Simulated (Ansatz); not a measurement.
# Run report: SnO₂, molecular dynamics (part 1 of 4)

System: SnO₂ (24 atoms in the cell).
Method: DFT PBEsol, scalar-relativistic, plane waves, PAW, PAW set soft_1, no spin polarisation (Ansatz 0.2.0).

The structure derives from an entry of the Crystallography Open Database. It belongs to a series of runs on one base structure; here: dynamics from the start.

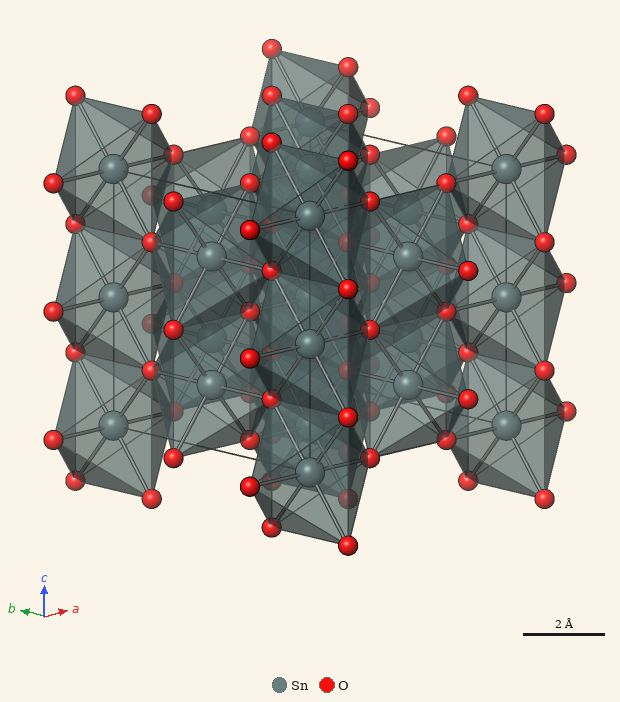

Figure 1. The structure as given in the input (polyhedral view of the cell of the calculation, seen at an oblique angle; polyhedra are completed across the faces of the cell). An atom can appear more than once, as a periodic image.

**Input file**
```yaml
accuracy: low
crystal:
  lattice:
    - [-4.890272, -4.890272, 0.0]
    - [4.890272, -4.890272, 0.0]
    - [0.0, 0.0, 6.578515]
  atoms:
    - { symbol: Sn, position: [0.5, 0.5, 0.0] }
    - { symbol: Sn, position: [0.0, 0.5, 0.25] }
    - { symbol: O, position: [0.19438, 0.5, 0.0] }
    - { symbol: O, position: [0.0, 0.19438, 0.25] }
    - { symbol: O, position: [0.80562, 0.5, 0.0] }
    - { symbol: O, position: [0.0, 0.80562, 0.25] }
    - { symbol: Sn, position: [0.5, 0.5, 0.5] }
    - { symbol: Sn, position: [0.0, 0.5, 0.75] }
    - { symbol: O, position: [0.19438, 0.5, 0.5] }
    - { symbol: O, position: [0.0, 0.19438, 0.75] }
    - { symbol: O, position: [0.80562, 0.5, 0.5] }
    - { symbol: O, position: [0.0, 0.80562, 0.75] }
    - { symbol: Sn, position: [0.0, 0.0, 0.0] }
    - { symbol: Sn, position: [0.5, 0.0, 0.25] }
    - { symbol: O, position: [0.69438, 0.0, 0.0] }
    - { symbol: O, position: [0.5, 0.69438, 0.25] }
    - { symbol: O, position: [0.30562, 0.0, 0.0] }
    - { symbol: O, position: [0.5, 0.30562, 0.25] }
    - { symbol: Sn, position: [0.0, 0.0, 0.5] }
    - { symbol: Sn, position: [0.5, 0.0, 0.75] }
    - { symbol: O, position: [0.69438, 0.0, 0.5] }
    - { symbol: O, position: [0.5, 0.69438, 0.75] }
    - { symbol: O, position: [0.30562, 0.0, 0.5] }
    - { symbol: O, position: [0.5, 0.30562, 0.75] }
basis:
  ecutwfc: 420.0
kpoints:
  mp_grid: { grid: [3, 3, 3] }
hamiltonian:
  xc: pbesol
  pseudopotentials: { kind: paw, azcp: { folder: soft_1 } }
scf:
  occupations: { method: fermi_dirac, width: 0.17 }
  lower_state_search: "off"
md:
  timestep: 1
  n_steps: 110
  ensemble: nvt_langevin
  temperature: 2000.0
  initial_velocities: maxwell_boltzmann
  seed: 86106
  friction: 0.02
```

Run as:
```bash
ansatz run input.yaml --threads 4 --pin off --max-ram 10240MiB --backend cpu --events-out ev --progress --plain --runs-dir out
```

**The program's output**
```
Warning: md: disabling space-group detection — thermal motion breaks the input geometry's symmetry, so no spatial operation reduces the k-mesh or symmetrises the density; time reversal is kept, so that k and −k are solved as one point where they differ and the mesh holds both, and exact exchange and, on two spinor components, a DFT+U term hold to it where the run has them: on two components no moment then forms, and a state that bears one, which a typed moment (crystal.atoms[].spin; refused beside efield: under a hybrid functional) reaches, can lie lower, under hf by electronvolts; crystal.symmetry.detect: false (a key that needs symmetry detection or time reversal refuses this as the deck is read) with time_reversal: false beside it drops time reversal too
Warning: [file] the record states the generating functional pbe (its physics header spells it `PBE`), which answers neither for hamiltonian.xc's functional nor for the pbesol family's — results may be inconsistent (PPs are generated against a specific XC)
Warning: [file] the record states the generating functional pbe (its physics header spells it `PBE`), which answers neither for hamiltonian.xc's functional nor for the pbesol family's — results may be inconsistent (PPs are generated against a specific XC)
band count auto-derived: 131 (N_el = 208.0; filled up to band 104; 128 by the electrons, moments and atoms)
Engine: ansatz 0.2.0, x86_64-unknown-linux-gnu
Pseudopotentials: kind: paw
Pseudopotential: Sn, paw, valence charge 14, recommended cutoff 420 eV (normal), [file]
Pseudopotential: O, paw, valence charge 6, recommended cutoff 420 eV (normal), [file]
Functional definition: PBEsol
  exchange = pbesol_x
  correlation = pbesol_c
Crystal: 24 atoms, lattice volume = 314.647 Å³
Basis set: ecut = 420 eV, 6089 PW (Γ), exchange–correlation on 96×96×90 points (8 copies of the dense FFT grid, shifted against one another)
Bands: 131, of which v1, the nominal top of the filled ones, is band 104 counted from 1 (103 counted from 0)
Symmetry: 1 space group operations
k-points: 14 of 27 (time reversal used)
Non-local potential: Sn, projectors of the file, l = 0: 2, l = 1: 2, l = 2: 2, l = 3: 1
Non-local potential: O, projectors of the file, l = 0: 2, l = 1: 2, l = 2: 1
PAW form: soft (Blöchl's): semilocal exchange-correlation on the pseudo side does not see the compensation charge
PAW frozen core: Sn, regenerated for the run's functional, and the local potential with it (the file was generated under x = pbe(κ = 0.804, μ = 0.2195149727645171), c = pbe(β = 0.06672455060314922))
PAW frozen core: O, regenerated for the run's functional, and the local potential with it (the file was generated under x = pbe(κ = 0.804, μ = 0.2195149727645171), c = pbe(β = 0.06672455060314922))
PAW one-centre angular grid: Sn, 590 points (default); XC on 64 Gauss nodes
PAW one-centre angular grid: O, 110 points (default); XC on 64 Gauss nodes
Initial density: superposition of atomic densities (chi_scale 0.1, normalization cell, long waves kept (reshape's long-wave potential 0.00 eV rms))
Initial wavefunctions: pseudopotential atomic-orbital guess
Functional: x = pbesol(κ = 0.804, μ = 0.12345679012345678), c = pbesol(β = 0.046)
SCF iter   1: F=—  HF=-56573.746000 eV  |F-HF|=—  |Δ(HF+E_count)|=         —  Δρ=6.24e-2  dr2=8.15e0  ethr=3.10e-3  ⟨swp⟩=5.4  Hψ=7320  notcnv=0  defer=93
preconditioner: auto → Resta (q_TF=auto, 2.546 Å⁻¹)  ε∞=3.4  [insulator: Δε(μ)=1.258 eV  Ē_g=19.522 eV  σ=0.170 eV  W_gap=0.55  n_scr=80 (ndim 8)  ℏωp=30.2 eV  f_vac=0.000  D(μ)=0.35/eV (n_scr^D=0)  ε∞_Penn≈3.4]
SCF iter   2: F=—  HF=-56572.420129 eV  |F-HF|=—  |Δ(HF+E_count)|=    1.33e0  Δρ=3.32e-2  dr2=2.46e0  ethr=3.10e-3  ⟨swp⟩=2.0  Hψ=2306  notcnv=0  defer=182
SCF iter   3: F=—  HF=-56572.006153 eV  |F-HF|=—  |Δ(HF+E_count)|=   4.14e-1  Δρ=3.87e-3  dr2=3.42e-2  ethr=1.18e-3  ⟨swp⟩=2.6  Hψ=2893  notcnv=0  defer=182
SCF iter   4: F=—  HF=-56572.019195 eV  |F-HF|=—  |Δ(HF+E_count)|=   1.30e-2  Δρ=8.64e-4  dr2=2.02e-3  ethr=1.64e-5  ⟨swp⟩=2.3  Hψ=3271  notcnv=0  defer=182
SCF iter   5: F=—  HF=-56572.021398 eV  |F-HF|=—  |Δ(HF+E_count)|=   2.20e-3  Δρ=2.12e-4  dr2=1.38e-4  ethr=9.69e-7  ⟨swp⟩=2.0  Hψ=2445  notcnv=0  defer=182
SCF iter   6: F=—  HF=-56572.021432 eV  |F-HF|=—  |Δ(HF+E_count)|=   3.33e-5  Δρ=5.10e-5  dr2=9.08e-6  ethr=6.63e-8  ⟨swp⟩=2.0  Hψ=2323  notcnv=0  defer=182
SCF iter   7: F=—  HF=-56572.021119 eV  |F-HF|=—  |Δ(HF+E_count)|=   3.13e-4  Δρ=7.95e-6  dr2=2.36e-7  ethr=4.37e-9  ⟨swp⟩=2.0  Hψ=2673  notcnv=0  defer=182
SCF iter   8: F=-56572.021119 eV  HF=-56572.021119 eV  |F-HF|=4.91e-9  |Δ(HF+E_count)|=   1.53e-7  Δρ=1.64e-6  dr2=9.21e-9  ethr=1.15e-11  ⟨swp⟩=5.0  Hψ=6778  notcnv=0
SCF 1 converged in 8 iterations: F = -56572.021119 eV  dr2 = 9.21e-9
  greatest PAW one-centre occupation: 0.996 electrons in one spin orbital (limit 2), on the Sn atom at site 1 (counted from 0), in its partial waves of l = 2
md step     0: t =     0.00 fs  T =  1916.7 K  F+E_penalty+E_count = -56572.02111890 eV  E_kin = 5.945960 eV  (8 SCF iters)
Initial density: handed on by an earlier stage of this run
Initial wavefunctions: those handed on with the density
iter 1 solved again at ethr=4.08e-6 eV; its pass at ethr=3.10e-3 eV (dr2=8.49e-3 eV) is discarded
SCF iter   1: F=—  HF=-56571.995791 eV  |F-HF|=—  |Δ(HF+E_count)|=         —  Δρ=2.72e-3  dr2=8.53e-3  ethr=4.08e-6  ⟨swp⟩=4.1  Hψ=9332  notcnv=0  defer=2
preconditioner: auto → Resta (q_TF=auto, 2.546 Å⁻¹)  ε∞=3.5  [insulator: Δε(μ)=1.332 eV  Ē_g=19.110 eV  σ=0.170 eV  W_gap=0.82  n_scr=80 (ndim 8)  ℏωp=30.2 eV  f_vac=0.036  D(μ)=0.42/eV (n_scr^D=0)  ε∞_Penn≈3.5]
SCF iter   2: F=—  HF=-56571.994711 eV  |F-HF|=—  |Δ(HF+E_count)|=   1.08e-3  Δρ=1.38e-3  dr2=2.09e-3  ethr=4.08e-6  ⟨swp⟩=1.0  Hψ=1894  notcnv=0  defer=2
SCF iter   3: F=—  HF=-56571.994673 eV  |F-HF|=—  |Δ(HF+E_count)|=   3.80e-5  Δρ=5.91e-4  dr2=8.61e-4  ethr=1.01e-6  ⟨swp⟩=2.1  Hψ=2938  notcnv=0  defer=2
SCF iter   4: F=—  HF=-56571.994527 eV  |F-HF|=—  |Δ(HF+E_count)|=   1.46e-4  Δρ=1.11e-4  dr2=3.85e-5  ethr=4.14e-7  ⟨swp⟩=2.0  Hψ=2296  notcnv=0  defer=2
SCF iter   5: F=—  HF=-56571.994313 eV  |F-HF|=—  |Δ(HF+E_count)|=   2.14e-4  Δρ=4.51e-5  dr2=5.51e-6  ethr=1.85e-8  ⟨swp⟩=2.0  Hψ=3088  notcnv=0  defer=2
SCF iter   6: F=—  HF=-56571.994208 eV  |F-HF|=—  |Δ(HF+E_count)|=   1.05e-4  Δρ=2.06e-5  dr2=9.95e-7  ethr=2.65e-9  ⟨swp⟩=2.0  Hψ=2412  notcnv=0  defer=2
SCF iter   7: F=—  HF=-56571.994208 eV  |F-HF|=—  |Δ(HF+E_count)|=   1.77e-7  Δρ=5.92e-6  dr2=9.25e-8  ethr=4.78e-10  ⟨swp⟩=2.0  Hψ=2328  notcnv=0  defer=2
SCF iter   8: F=—  HF=-56571.994208 eV  |F-HF|=—  |Δ(HF+E_count)|=   5.93e-8  Δρ=3.19e-6  dr2=2.86e-8  ethr=1.15e-11  ⟨swp⟩=5.0  Hψ=6180  notcnv=0
SCF iter   9: F=-56571.994208 eV  HF=-56571.994208 eV  |F-HF|=3.35e-10  |Δ(HF+E_count)|=   2.22e-9  Δρ=1.16e-6  dr2=4.16e-9  ethr=1.15e-11  ⟨swp⟩=5.0  Hψ=5662  notcnv=0
SCF 2 converged in 9 iterations: F = -56571.994208 eV  dr2 = 4.16e-9
  greatest PAW one-centre occupation: 0.996 electrons in one spin orbital (limit 2), on the Sn atom at site 12 (counted from 0), in its partial waves of l = 2
md step     1: t =     1.00 fs  T =  1882.3 K  F+E_penalty+E_count = -56571.99420791 eV  E_kin = 5.839414 eV  (9 SCF iters)
[... from here on the SCF iterations and repeated set-up lines of each step are left out, up to the last step ...]
md step     2: t =     2.00 fs  T =  1881.0 K  F+E_penalty+E_count = -56571.91767271 eV  E_kin = 5.835318 eV  (9 SCF iters)
md step     3: t =     3.00 fs  T =  1852.7 K  F+E_penalty+E_count = -56571.79106418 eV  E_kin = 5.747431 eV  (9 SCF iters)
md step     4: t =     4.00 fs  T =  1951.8 K  F+E_penalty+E_count = -56571.61537886 eV  E_kin = 6.054999 eV  (9 SCF iters)
md step     5: t =     5.00 fs  T =  1843.7 K  F+E_penalty+E_count = -56571.39272792 eV  E_kin = 5.719642 eV  (6 SCF iters)
md step     6: t =     6.00 fs  T =  1620.1 K  F+E_penalty+E_count = -56571.14383041 eV  E_kin = 5.025794 eV  (7 SCF iters)
md step     7: t =     7.00 fs  T =  1630.0 K  F+E_penalty+E_count = -56570.88906861 eV  E_kin = 5.056585 eV  (7 SCF iters)
md step     8: t =     8.00 fs  T =  1628.6 K  F+E_penalty+E_count = -56570.62640303 eV  E_kin = 5.052242 eV  (7 SCF iters)
md step     9: t =     9.00 fs  T =  1460.0 K  F+E_penalty+E_count = -56570.35871628 eV  E_kin = 4.529220 eV  (7 SCF iters)
md step    10: t =    10.00 fs  T =  1461.0 K  F+E_penalty+E_count = -56570.10117107 eV  E_kin = 4.532477 eV  (8 SCF iters)
md step    11: t =    11.00 fs  T =  1523.4 K  F+E_penalty+E_count = -56569.85881313 eV  E_kin = 4.725971 eV  (7 SCF iters)
md step    12: t =    12.00 fs  T =  1419.3 K  F+E_penalty+E_count = -56569.63327264 eV  E_kin = 4.403115 eV  (7 SCF iters)
md step    13: t =    13.00 fs  T =  1347.6 K  F+E_penalty+E_count = -56569.42178496 eV  E_kin = 4.180602 eV  (7 SCF iters)
md step    14: t =    14.00 fs  T =  1310.5 K  F+E_penalty+E_count = -56569.22820848 eV  E_kin = 4.065588 eV  (7 SCF iters)
md step    15: t =    15.00 fs  T =  1326.5 K  F+E_penalty+E_count = -56569.06238589 eV  E_kin = 4.115093 eV  (7 SCF iters)
md step    16: t =    16.00 fs  T =  1291.1 K  F+E_penalty+E_count = -56568.93049789 eV  E_kin = 4.005242 eV  (7 SCF iters)
md step    17: t =    17.00 fs  T =  1165.4 K  F+E_penalty+E_count = -56568.82538478 eV  E_kin = 3.615299 eV  (7 SCF iters)
md step    18: t =    18.00 fs  T =  1149.9 K  F+E_penalty+E_count = -56568.72761346 eV  E_kin = 3.567272 eV  (7 SCF iters)
md step    19: t =    19.00 fs  T =  1270.5 K  F+E_penalty+E_count = -56568.63673333 eV  E_kin = 3.941508 eV  (7 SCF iters)
md step    20: t =    20.00 fs  T =  1403.5 K  F+E_penalty+E_count = -56568.54688592 eV  E_kin = 4.354006 eV  (9 SCF iters)
md step    21: t =    21.00 fs  T =  1363.0 K  F+E_penalty+E_count = -56568.45355460 eV  E_kin = 4.228400 eV  (7 SCF iters)
md step    22: t =    22.00 fs  T =  1342.7 K  F+E_penalty+E_count = -56568.35523877 eV  E_kin = 4.165380 eV  (6 SCF iters)
md step    23: t =    23.00 fs  T =  1356.6 K  F+E_penalty+E_count = -56568.25531834 eV  E_kin = 4.208366 eV  (7 SCF iters)
md step    24: t =    24.00 fs  T =  1473.0 K  F+E_penalty+E_count = -56568.15448428 eV  E_kin = 4.569750 eV  (7 SCF iters)
md step    25: t =    25.00 fs  T =  1583.9 K  F+E_penalty+E_count = -56568.05723480 eV  E_kin = 4.913568 eV  (7 SCF iters)
md step    26: t =    26.00 fs  T =  1363.2 K  F+E_penalty+E_count = -56567.96349025 eV  E_kin = 4.229103 eV  (7 SCF iters)
md step    27: t =    27.00 fs  T =  1404.2 K  F+E_penalty+E_count = -56567.86520051 eV  E_kin = 4.356025 eV  (7 SCF iters)
md step    28: t =    28.00 fs  T =  1418.8 K  F+E_penalty+E_count = -56567.77545494 eV  E_kin = 4.401510 eV  (7 SCF iters)
md step    29: t =    29.00 fs  T =  1427.9 K  F+E_penalty+E_count = -56567.69525361 eV  E_kin = 4.429677 eV  (7 SCF iters)
md step    30: t =    30.00 fs  T =  1464.2 K  F+E_penalty+E_count = -56567.62172563 eV  E_kin = 4.542160 eV  (9 SCF iters)
md step    31: t =    31.00 fs  T =  1426.5 K  F+E_penalty+E_count = -56567.56666641 eV  E_kin = 4.425442 eV  (8 SCF iters)
md step    32: t =    32.00 fs  T =  1487.6 K  F+E_penalty+E_count = -56567.51320365 eV  E_kin = 4.614946 eV  (7 SCF iters)
md step    33: t =    33.00 fs  T =  1440.2 K  F+E_penalty+E_count = -56567.46097977 eV  E_kin = 4.467801 eV  (7 SCF iters)
md step    34: t =    34.00 fs  T =  1388.7 K  F+E_penalty+E_count = -56567.41419345 eV  E_kin = 4.307994 eV  (7 SCF iters)
md step    35: t =    35.00 fs  T =  1467.8 K  F+E_penalty+E_count = -56567.35602473 eV  E_kin = 4.553322 eV  (7 SCF iters)
md step    36: t =    36.00 fs  T =  1370.3 K  F+E_penalty+E_count = -56567.28210620 eV  E_kin = 4.250959 eV  (7 SCF iters)
md step    37: t =    37.00 fs  T =  1353.0 K  F+E_penalty+E_count = -56567.19715509 eV  E_kin = 4.197444 eV  (7 SCF iters)
md step    38: t =    38.00 fs  T =  1333.7 K  F+E_penalty+E_count = -56567.10391946 eV  E_kin = 4.137457 eV  (7 SCF iters)
md step    39: t =    39.00 fs  T =  1467.3 K  F+E_penalty+E_count = -56567.01314693 eV  E_kin = 4.551990 eV  (7 SCF iters)
md step    40: t =    40.00 fs  T =  1273.9 K  F+E_penalty+E_count = -56566.92371548 eV  E_kin = 3.952022 eV  (9 SCF iters)
md step    41: t =    41.00 fs  T =  1269.7 K  F+E_penalty+E_count = -56566.82926432 eV  E_kin = 3.938932 eV  (7 SCF iters)
md step    42: t =    42.00 fs  T =  1393.8 K  F+E_penalty+E_count = -56566.74225307 eV  E_kin = 4.323919 eV  (7 SCF iters)
md step    43: t =    43.00 fs  T =  1370.9 K  F+E_penalty+E_count = -56566.66780037 eV  E_kin = 4.252814 eV  (7 SCF iters)
md step    44: t =    44.00 fs  T =  1401.6 K  F+E_penalty+E_count = -56566.61089758 eV  E_kin = 4.348091 eV  (7 SCF iters)
md step    45: t =    45.00 fs  T =  1439.8 K  F+E_penalty+E_count = -56566.56506576 eV  E_kin = 4.466512 eV  (7 SCF iters)
md step    46: t =    46.00 fs  T =  1410.7 K  F+E_penalty+E_count = -56566.51363170 eV  E_kin = 4.376391 eV  (7 SCF iters)
md step    47: t =    47.00 fs  T =  1341.6 K  F+E_penalty+E_count = -56566.47704564 eV  E_kin = 4.161941 eV  (7 SCF iters)
md step    48: t =    48.00 fs  T =  1172.7 K  F+E_penalty+E_count = -56566.46949493 eV  E_kin = 3.637968 eV  (7 SCF iters)
md step    49: t =    49.00 fs  T =  1221.7 K  F+E_penalty+E_count = -56566.48221806 eV  E_kin = 3.790028 eV  (7 SCF iters)
md step    50: t =    50.00 fs  T =  1265.8 K  F+E_penalty+E_count = -56566.50874084 eV  E_kin = 3.926909 eV  (10 SCF iters)
md step    51: t =    51.00 fs  T =  1256.3 K  F+E_penalty+E_count = -56566.55969132 eV  E_kin = 3.897467 eV  (7 SCF iters)
md step    52: t =    52.00 fs  T =  1216.5 K  F+E_penalty+E_count = -56566.65014731 eV  E_kin = 3.773739 eV  (6 SCF iters)
md step    53: t =    53.00 fs  T =  1378.4 K  F+E_penalty+E_count = -56566.75217306 eV  E_kin = 4.276017 eV  (7 SCF iters)
md step    54: t =    54.00 fs  T =  1467.6 K  F+E_penalty+E_count = -56566.86046032 eV  E_kin = 4.552748 eV  (7 SCF iters)
```
